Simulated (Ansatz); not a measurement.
# Calculations on H9O4F

**1. Relaxation**

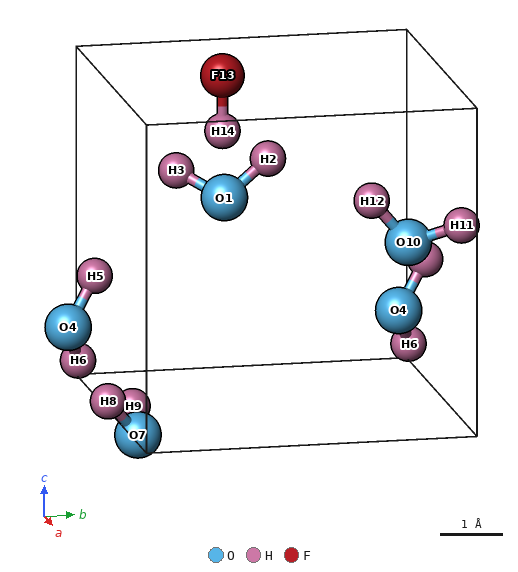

This is the input geometry for a relaxation of an amorphous cell of composition H9O4F. The picture is a ball-and-stick view of the cell of the calculation, seen slightly off an axis.

The cell holds 4 H2O + 1 HF. The run prepares the start of a later molecular dynamics calculation, from a guessed geometry.

These are results of DFT PBE, scalar-relativistic, plane waves, PAW (Ansatz), not measurements.

The input:
```yaml
crystal:
  lattice:
    - [5.533133, 0.0, 0.0]
    - [0.0, 5.533133, 0.0]
    - [0.0, 0.0, 5.533133]
  atoms:
    - { symbol: O, position: [0.3853193, 0.3666921, 0.6128086] }
    - { symbol: H, position: [0.3592412, 0.5038739, 0.7183687] }
    - { symbol: H, position: [0.2782345, 0.2435565, 0.6761518] }
    - { symbol: O, position: [0.0935268, -0.0439245, 0.1684755] }
    - { symbol: H, position: [0.0393572, 0.0477333, 0.3074229] }
    - { symbol: H, position: [-0.0123522, 0.0084563, 0.0392943] }
    - { symbol: O, position: [0.6129643, 0.0566255, -0.0397919] }
    - { symbol: H, position: [0.6791971, -0.0483015, 0.0836804] }
    - { symbol: H, position: [0.4452624, 0.0759228, 0.0065286] }
    - { symbol: O, position: [0.7588883, 0.8437014, 0.5417178] }
    - { symbol: H, position: [0.8353058, 0.9883024, 0.60411] }
    - { symbol: H, position: [0.7647266, 0.7314507, 0.6759101] }
    - { symbol: F, position: [0.023316, 0.4379183, 0.8941844] }
    - { symbol: H, position: [0.0234148, 0.4380105, 0.7254029] }
basis:
  ecutwfc: 420.0
kpoints:
  mp_grid: { grid: [1, 1, 1] }
hamiltonian:
  xc: pbe
scf:
  occupations: { method: fermi_dirac, width: 0.02 }
  lower_state_search: "off"
relax:
  f_tol: 0.3
  max_steps: 15
  adjacent_minimum: "off"
```

Run as
```bash
ansatz run input.yaml --threads 1 --pin off --max-ram 3072MiB --backend cpu --events-out ev --progress --plain --runs-dir out
```

What does the optimiser find from here?

H6 moves most: 1.43 Å along [0 1 1]. Largest moves by element: H 1.43 Å, O 0.95 Å, F 0.54 Å. The cell doesn't change. Some distances before and after: O1–H14 2.134 → 1.385 Å, F13–H14 0.934 → 1.036 Å, O1–H2 0.969 → 0.996 Å, O10–H11 0.969 → 0.989 Å. Among the angles between lasting bonds that change: H8–O7–H9 104.0° → 108.2°, H2–O1–H3 104.0° → 107.4°, H5–O4–H6 104.0° → 106.2°. After 13 accepted moves (14 points after the start) the energy has fallen by 2.754 eV per cell of the calculation. Largest force component: 0.68 eV/Å at the start, 0.22 eV/Å at the end. 1 step only repeated the SCF at the same geometry. Cost: 13 s on 1 thread of Arm Neoverse V2, on a shared host, peak memory 0.3 GiB.

The structure at the end:

```xyz
14
Lattice="5.5331 0.0000 0.0000 0.0000 5.5331 0.0000 0.0000 0.0000 5.5331" Properties=species:S:1:pos:R:3 pbc="T T T"
O     2.1959    2.1491    3.3411
H     2.8810    2.8541    3.1783
H     2.5952    1.4851    3.9629
O     5.1904    0.1626    0.9598
H     4.9480    5.2116    1.7931
H     5.4460    1.0561    1.2315
O     2.9143    0.1691    5.0467
H     3.6935    0.2060    0.1344
H     2.1261    5.4560    0.0288
O     4.0957    4.1681    3.0766
H     3.6219    4.7413    3.7292
H     4.7802    3.7170    3.6386
F     0.2607    2.8359    4.6208
H     1.1007    2.5833    4.0691
```

The end point in the same view:

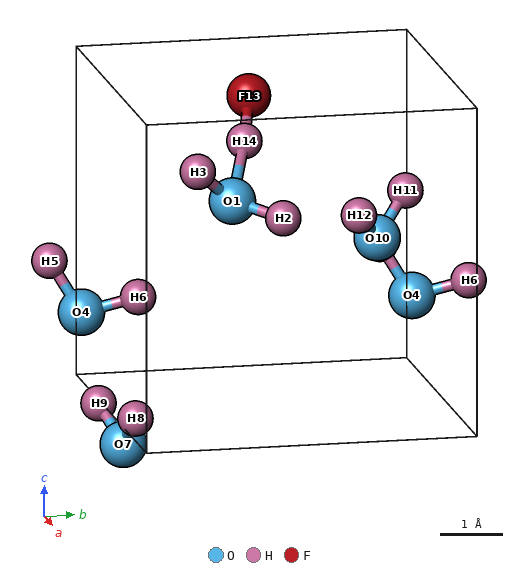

Limits of the set-up: the periodic images lie only 5.5 Å apart, so the values are limited by the cell's size.

**2. Dynamics**

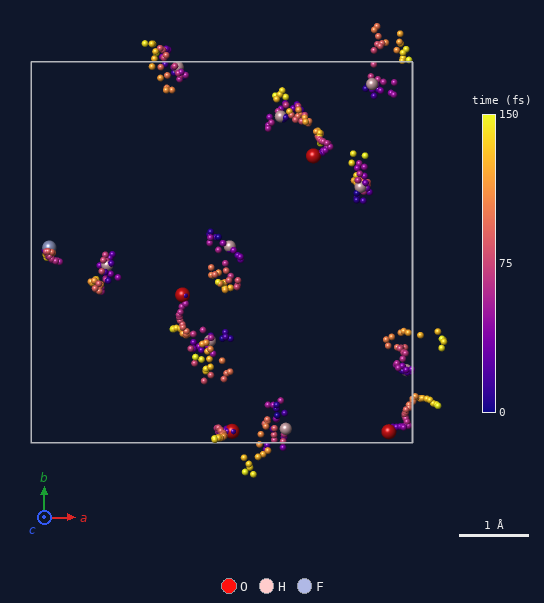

A Born-Oppenheimer molecular dynamics run of a periodic cell with 4 H2O + 1 HF at 0.902 g/cm³, 150 fs long. Dots mark each atom's position at evenly spaced times, coloured by time; spheres stand at the starting positions. Seen along the c axis in the simulation cell.

These are results of DFT PBE, scalar-relativistic, plane waves, PAW in Ansatz, not measurements. Set-up: plane-wave cutoff 420 eV; k-point mesh 1 × 1 × 1; Fermi-Dirac smearing 0.02 eV; Langevin thermostat (NVT); set temperature 700 K; time step 0.5 fs; friction 0.02 per fs.

> How do the atoms move?

Root-mean-square distances from the starting positions over the second half, with the common drift of all atoms taken out: H 0.55 Å, O 0.51 Å, F 0.17 Å. The heavy atoms stay within a fraction of a molecule's size of their starting places; so short a run doesn't tell a liquid from a solid. Over the second half the temperature averages 701 K (spread ±142 K). The potential energy in the second half lies on average 102 meV per atom above the first frame.

Limits of the set-up: the periodic images lie only 5.5 Å apart, so the values are limited by the cell's size.

**3. Dynamics**

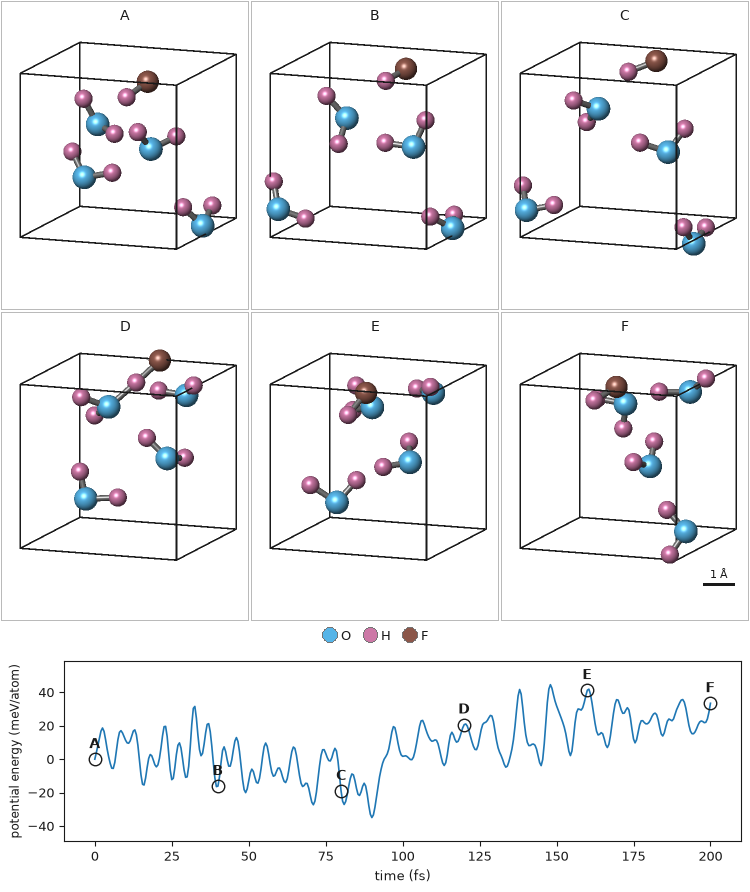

Molecular dynamics of a periodic cell with 4 H2O + 1 HF at 0.902 g/cm³, 200 fs long. It starts from the last geometry of an earlier run, with fresh velocities. Frames (A at 0 fs, B at 40 fs, C at 80 fs, D at 120 fs, E at 160 fs, F at 200 fs) and the history of the run. A ball-and-stick model of the simulation cell, seen slightly off an axis. Atoms that leave the cell re-enter on the other side.

Computed with DFT PBE, scalar-relativistic, plane waves, PAW (Ansatz 0.2.0). Set-up: plane-wave cutoff 420 eV; k-point mesh 1 × 1 × 1; Fermi-Dirac smearing 0.02 eV; Langevin thermostat (NVT); set temperature 700 K; time step 0.5 fs; friction 0.005 per fs.

Input
```yaml
crystal:
  lattice:
    - [5.533133, 0.0, 0.0]
    - [0.0, 5.533133, 0.0]
    - [0.0, 0.0, 5.533133]
  atoms:
    - { symbol: O, position: [0.3555232, 0.24691913, 0.58191776] }
    - { symbol: H, position: [0.44898947, 0.39078031, 0.55244543] }
    - { symbol: H, position: [0.41052144, 0.17771063, 0.7437031] }
    - { symbol: O, position: [0.05189426, 0.04585988, 0.18727659] }
    - { symbol: H, position: [-0.02043095, -0.0583344, 0.32255736] }
    - { symbol: H, position: [0.06081882, 0.2278246, 0.22957025] }
    - { symbol: O, position: [0.46572338, -0.03905857, 0.03544094] }
    - { symbol: H, position: [0.54893686, -0.13226482, 0.15795141] }
    - { symbol: H, position: [0.31487738, -0.03489889, 0.13134161] }
    - { symbol: O, position: [0.74148708, 0.73523311, 0.5397115] }
    - { symbol: H, position: [0.62234318, 0.85215037, 0.60301147] }
    - { symbol: H, position: [0.86734422, 0.69912033, 0.66417671] }
    - { symbol: F, position: [0.0314278, 0.44418241, 0.7949239] }
    - { symbol: H, position: [0.16775858, 0.36089728, 0.72034498] }
basis:
  ecutwfc: 420.0
kpoints:
  mp_grid: { grid: [1, 1, 1] }
hamiltonian:
  xc: pbe
scf:
  occupations: { method: fermi_dirac, width: 0.02 }
  lower_state_search: "off"
md:
  timestep: 0.5
  n_steps: 400
  ensemble: nvt_langevin
  temperature: 700.0
  initial_velocities: maxwell_boltzmann
  seed: 221094
  friction: 0.005
```

Launched with:
```bash
ansatz run input.yaml --threads 1 --pin off --max-ram 3072MiB --backend cpu --events-out ev --progress --plain --runs-dir out
```

Question: What happens in this trajectory?

Answer: Root-mean-square distances from the starting positions over the second half, with the common drift of all atoms taken out: H 1.43 Å, F 1.32 Å, O 1.08 Å. The molecules turn and drift from their places. Bond changes: one H–O bond forms at about 105 fs. Over the second half the temperature averages 770 K (spread ±111 K). The potential energy in the second half lies on average 18.2 meV per atom above the first frame.

Limits of the set-up: the periodic images lie only 5.5 Å apart, so the values are limited by the cell's size.
